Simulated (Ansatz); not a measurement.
System: Ir.

Input file:

```
crystal:
  lattice:
    - [-1.560640445, 1.560640445, 1.560640445]
    - [1.560640445, -1.560640445, 1.560640445]
    - [1.560640445, 1.560640445, -1.560640445]
  atoms:
    - { symbol: Ir, position: [0.0, 0.0, 0.0] }
hamiltonian:
  xc: revpbe
  pseudopotentials:
    kind: paw
    azcp:
      Ir: "pseudopotentials/Ir.paw.azcp"
basis:
  ecutwfc: 420
  fft_grid_basis: typed
kpoints:
  mp_grid: { grid: [23, 23, 23], shift: [0, 0, 0] }
magnetization:
  spin_polarized: false
scf:
  occupations: { method: fermi_dirac, width: 0.1 }
output:
  write_density: true
  write_potential: true
  elf: true
  volumetric_format: npy
```

Below, planes, directions and counts refer to the conventional cell (a = 3.12 Å, b = 3.12 Å, c = 3.12 Å, α = 90.00°, β = 90.00°, γ = 90.00°).

Space group Im-3m; set up as Ir, bcc; a generated structure, not necessarily the stable one; computed without spin polarisation.

Method: DFT, revPBE, plane waves (420 eV) with PAW, scalar-relativistic in Ansatz 0.2.0.

Predict the valence pseudo-density and electron localisation function between the atoms.

Ir–Ir (2.70 Å): ρ at the midpoint is about 0.44 e/Å³; the ELF is about 0.35 at the midpoint.

Metal or insulator at this level of theory?

It is gapless in this calculation (a metal or semimetal).

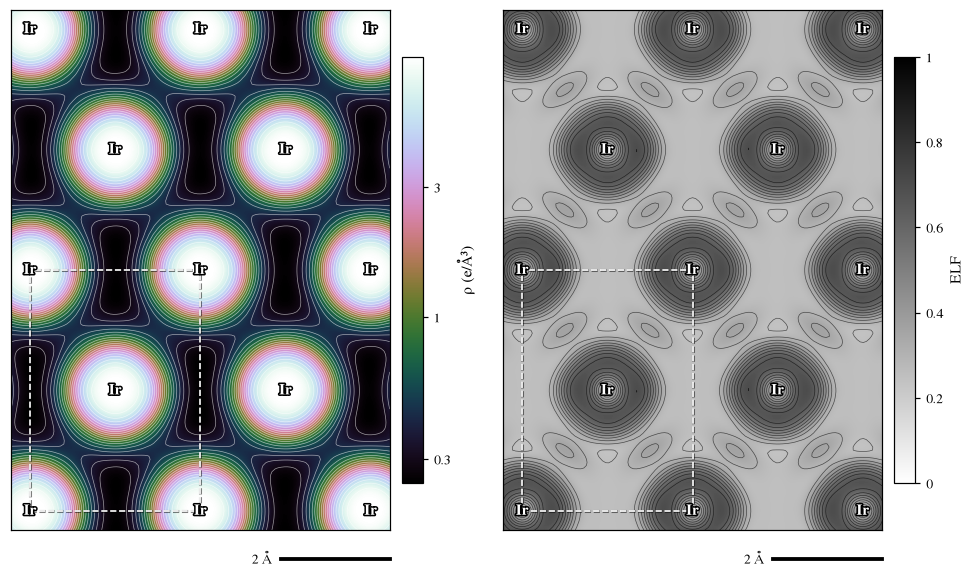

Computed valence pseudo-density and electron localisation function on the (11̄0) plane of the conventional cell, in this order. 

Core electrons are frozen (PAW), and the valence fields are smoothed inside the atomic spheres.
